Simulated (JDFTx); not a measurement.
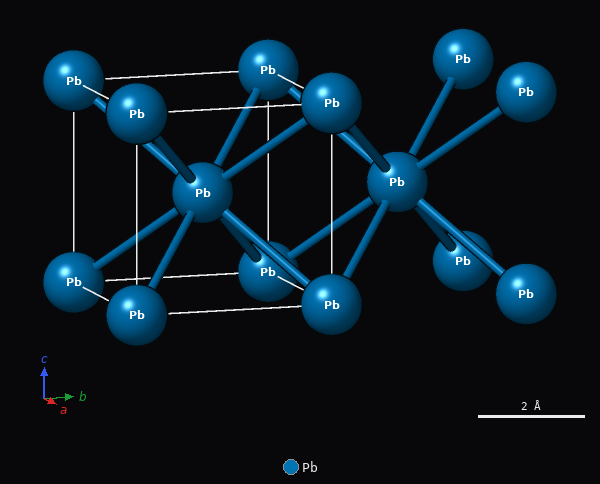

Figure 1. The input geometry (ball-and-stick view of the cell 2 times as large as that of the calculation, set on its symmetry axes, repeated 1 × 2 × 1, seen slightly off an axis). An atom can appear more than once, as a periodic image.

**Run report: Pb, single-point calculation at one volume of an equation of state**

Pb (1 atom in the cell), computed with Kohn-Sham DFT of a periodic cell, PBEsol, PseudoDojo-SR-PBEsol-0.4.1-standard, no spin polarisation (JDFTx 1.7.0 (patched build)).

The structure derives from a Materials Project entry. It belongs to a series of runs on one base structure; here: volume scaled by 0.94.

Input file:
```
lattice \
   -3.6646457397     3.6646457397     3.6646457397 \
    3.6646457397    -3.6646457397     3.6646457397 \
    3.6646457397     3.6646457397    -3.6646457397
coords-type Lattice
ion Pb     0.0000000000     0.0000000000     0.0000000000 1

ion-species pseudo/Pb.upf
elec-cutoff 28
elec-ex-corr gga-PBEsol
kpoint-folding 9 9 9
elec-smearing Fermi 0.0018374661
elec-n-bands 13
electronic-SCF nIterations 100 energyDiffThreshold 1e-09
electronic-minimize nIterations 30 energyDiffThreshold 1e-7
forces-output-coords Cartesian

dump-name run.$VAR
dump End Ecomponents EigStats BandEigs Kpoints Forces Stress
```

Hardware: 1 thread of Arm Neoverse V2, 24 GiB of memory available, shared host.

Run as:
```bash
jdftx -c 1 -i Pb.in -o Pb.out
```

What the program printed:
```
*************** JDFTx 1.7.0 (patched build) ***************

Input parsed successfully to the following command list (including defaults):
[... the input with its defaults ...]

---------- Setting up symmetries ----------

Found 48 point-group symmetries of the bravais lattice
Found 48 space-group symmetries with basis
Applied RMS atom displacement 0 bohrs to make symmetries exact.

---------- Initializing the Grid ----------
R =
[     -3.66465      3.66465      3.66465  ]
[      3.66465     -3.66465      3.66465  ]
[      3.66465      3.66465     -3.66465  ]
unit cell volume = 196.859
G =
[ -5.10264e-18    0.85727    0.85727  ]
[    0.85727 -5.10264e-18    0.85727  ]
[    0.85727    0.85727 -5.10264e-18  ]
Minimum fftbox size, Smin = [  32  32  32  ]
Chosen fftbox size, S = [  32  32  32  ]

---------- Exchange Correlation functional ----------
Initalized PBEsol GGA exchange.
Initalized PBEsol GGA correlation.

---------- Setting up pseudopotentials ----------
Width of ionic core gaussian charges (only for fluid interactions / plotting) set to 0

Reading pseudopotential file 'pseudo/Pb.upf':
  'Pb' pseudopotential, 'PBESOL' functional
  Generated using ONCVPSP code by D. R. Hamann
  14 valence electrons, 3 orbitals, 6 projectors, 1001 radial grid points, with lMax = 2
    5D    l: 2   occupation: 10.0   eigenvalue: -0.777665
    6S    l: 0   occupation:  2.0   eigenvalue: -0.444510
    6P    l: 1   occupation:  2.0   eigenvalue: -0.129233
  Core radius for overlap checks: 2.30 bohrs.

Initialized 1 species with 1 total atoms.

Folded 1 k-points by 9x9x9 to 729 k-points.

---------- Setting up k-points, bands, fillings ----------
Reduced to 35 k-points under symmetry.
Computing the number of bands and number of electrons
Calculating initial fillings.
nElectrons:  14.000000   nBands: 13   nStates: 35

----- Setting up reduced wavefunction bases (one per k-point) -----
average nbasis = 1393.140 , ideal nbasis = 1393.115

---------- Setting up ewald sum ----------
Optimum gaussian width for ewald sums = 2.288126 bohr.
Real space sum over 2197 unit cells with max indices [  6  6  6  ]
Reciprocal space sum over 2197 terms with max indices [  6  6  6  ]

---------- Allocating electronic variables ----------
Initializing wave functions:  linear combination of atomic orbitals
Note: number of bands (13) exceeds available atomic orbitals (9)
Pb pseudo-atom occupations:   s ( 2 )  p ( 2 )  d ( 10 )
	FillingsUpdate:  mu: +0.443070420  nElectrons: 14.000000
LCAOMinimize: Iter:   0  F: -60.3523711566068073  |grad|_K:  1.849e-04  alpha:  1.000e+00
	FillingsUpdate:  mu: +0.443360321  nElectrons: 14.000000
LCAOMinimize: Iter:   1  F: -60.3524521570619044  |grad|_K:  1.269e-06  alpha:  8.044e-01  linmin: -1.316e-01  cgtest:  6.892e-01
LCAOMinimize: Encountered beta<0, resetting CG.
	FillingsUpdate:  mu: +0.443362279  nElectrons: 14.000000
LCAOMinimize: Iter:   2  F: -60.3524521613708060  |grad|_K:  1.304e-07  alpha:  9.046e-01  linmin: -2.982e-04  cgtest:  1.011e-03
	FillingsUpdate:  mu: +0.443362171  nElectrons: 14.000000
LCAOMinimize: Iter:   3  F: -60.3524521614150089  |grad|_K:  2.216e-09  alpha:  8.775e-01  linmin: -2.533e-01  cgtest:  8.776e-01
LCAOMinimize: Encountered beta<0, resetting CG.
LCAOMinimize: Converged (|Delta F|<1.000000e-06 for 2 iters).

-------- Electronic minimization -----------
Will mix electronic density at each iteration.
	FillingsUpdate:  mu: +0.443362171  nElectrons: 14.000000
	FillingsUpdate:  mu: +0.436638623  nElectrons: 14.000000
SCF: Cycle:  0   F: -60.362368956371959   dF: -9.917e-03   |Residual|: 5.908e-03   |deigs|: 3.353e-01
	FillingsUpdate:  mu: +0.436478697  nElectrons: 14.000000
SCF: Cycle:  1   F: -60.362418264723722   dF: -4.931e-05   |Residual|: 3.302e-03   |deigs|: 4.975e-03
	FillingsUpdate:  mu: +0.436366936  nElectrons: 14.000000
SCF: Cycle:  2   F: -60.362422014684498   dF: -3.750e-06   |Residual|: 7.478e-04   |deigs|: 9.151e-04
	FillingsUpdate:  mu: +0.436381944  nElectrons: 14.000000
SCF: Cycle:  3   F: -60.362422488445674   dF: -4.738e-07   |Residual|: 1.056e-04   |deigs|: 3.067e-04
	FillingsUpdate:  mu: +0.436381220  nElectrons: 14.000000
SCF: Cycle:  4   F: -60.362422560541390   dF: -7.210e-08   |Residual|: 6.160e-05   |deigs|: 1.681e-04
	FillingsUpdate:  mu: +0.436383882  nElectrons: 14.000000
SCF: Cycle:  5   F: -60.362422576264272   dF: -1.572e-08   |Residual|: 2.719e-05   |deigs|: 1.969e-04
	FillingsUpdate:  mu: +0.436384000  nElectrons: 14.000000
SCF: Cycle:  6   F: -60.362422579227136   dF: -2.963e-09   |Residual|: 4.771e-06   |deigs|: 1.144e-04
	FillingsUpdate:  mu: +0.436384157  nElectrons: 14.000000
SCF: Cycle:  7   F: -60.362422579942866   dF: -7.157e-10   |Residual|: 2.955e-06   |deigs|: 6.172e-05
	FillingsUpdate:  mu: +0.436384066  nElectrons: 14.000000
SCF: Cycle:  8   F: -60.362422580087781   dF: -1.449e-10   |Residual|: 1.436e-06   |deigs|: 3.655e-05
SCF: Converged (|Delta E|<1.000000e-09 for 2 iters).

Setting wave functions to eigenvectors of Hamiltonian

# Stress tensor in Cartesian coordinates [Eh/a0^3]:
[ -2.95197e-05            0            0  ]
[            0 -2.95197e-05            0  ]
[            0            0 -2.95197e-05  ]

# Ionic positions in lattice coordinates:
ion Pb   0.000000000000000   0.000000000000000   0.000000000000000 1

# Forces in Cartesian coordinates:
force Pb   0.000000000000000   0.000000000000000   0.000000000000000 1

# Energy components:
   Eewald =      -48.6602121165801336
       EH =       12.2257197285490822
     Eloc =      -34.1745589826549505
      Enl =      -14.3139951363472999
      Exc =      -19.8219218064616811
 Exc_core =        9.9051013134045771
       KE =       34.4775876365428999
-------------------------------------
     Etot =      -60.3622793635475077
       TS =        0.0001432165402700
-------------------------------------
        F =      -60.3624225800877809

IonicMinimize: Iter:   0  F: -60.362422580087781  |grad|_K:  0.000e+00
IonicMinimize: Converged (|grad|_K<1.000000e-04).

#--- Lowdin population analysis ---
# oxidation-state Pb +0.021

Dumping 'run.eigStats' ...
	eMin: -0.197761 at state 4 ( [ +0.000000 +0.000000 +0.444444 ] spin 0 )
	HOMO: +0.433102 at state 31 ( [ +0.333333 +0.333333 -0.333333 ] spin 0 )
	mu  : +0.436384
	LUMO: +0.440088 at state 16 ( [ +0.111111 +0.222222 +0.222222 ] spin 0 )
	eMax: +1.148174 at state 34 ( [ +0.444444 +0.444444 -0.444444 ] spin 0 )
	HOMO-LUMO gap: +0.006987
	Optical gap  : +0.039444 at state 31 ( [ +0.333333 +0.333333 -0.333333 ] spin 0 )
Done!
```

Key numbers:

| quantity | value |
| --- | --- |
| outcome | converged |
| space group (tolerance 0.01 Å) | Im-3m (229) |
| electrons treated | 14 |
| free energy | −1642.5452 eV |
| Fermi energy | 11.875 eV |
| gap on the k-point mesh | none (metallic) |
| pressure | 0.87 GPa |
| largest force (length of the vector) | under 0.001 eV/Å |
| wall time | 11 s |
| peak memory | 0.06 GiB |

Remarks:

Spin–orbit coupling is left out, which matters for Pb.
